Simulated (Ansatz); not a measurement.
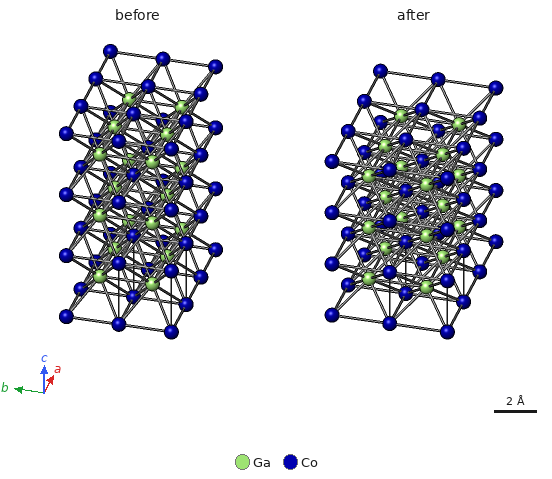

The structure of a crystal of GaCo (built on the CuAu (L1_0)_123 type) (coarse preliminary run) before (left) and after (right) a relaxation, at one scale.

Style: ball-and-stick. Shown: the cell of the calculation, repeated 3 × 2 × 3 with one cell outlined, from a free direction.

Case: CuAu (L1_0) type (P4/mmm, No. 123).

All numbers below come from DFT PBE, scalar-relativistic, plane waves, PAW (Ansatz). Settings: plane-wave cutoff 420 eV; k-point mesh 6 × 6 × 6; occupations gaussian; smearing width 0.1 eV; collinear spin; cell and atoms relaxed; force threshold 0.04 eV/Å; at most 70 steps.

Question: What changed between the two?

Answer: Over 6 accepted moves (9 points after the start) the energy falls by 85.0 meV per atom. All forces vanish by symmetry, so only the cell relaxes. Pressure: 4.45 GPa at the start and −0.11 GPa at the end. The line search rejected the trial step at point 7 of the run. At 2 points the geometry stayed and the basis and grid were re-selected for the new cell (energy shift of 3.5 meV per atom at most each time). No atom moves by more than 0.005 Å relative to the cell. Cell: a = b 2.622 → 2.879 Å (+9.8 %), c 3.437 → 2.887 Å (−16.0 %). Volume +1.2 %. Among the contacts that change: Co–Co 2.622 → 2.879 Å, Ga–Ga 2.622 → 2.879 Å, Co–Ga 2.528 → 2.495 Å. The space group (tolerance 0.01 Å) goes from P4/mmm (No. 123) to Pm-3m (No. 221). The program noted that the starting moments weren't kept. The run may lie on a higher electronic state than the lowest, so the end point isn't shown to be the ground-state structure.

Limits of the set-up: the k-point mesh is coarse for a cell with partly filled bands.
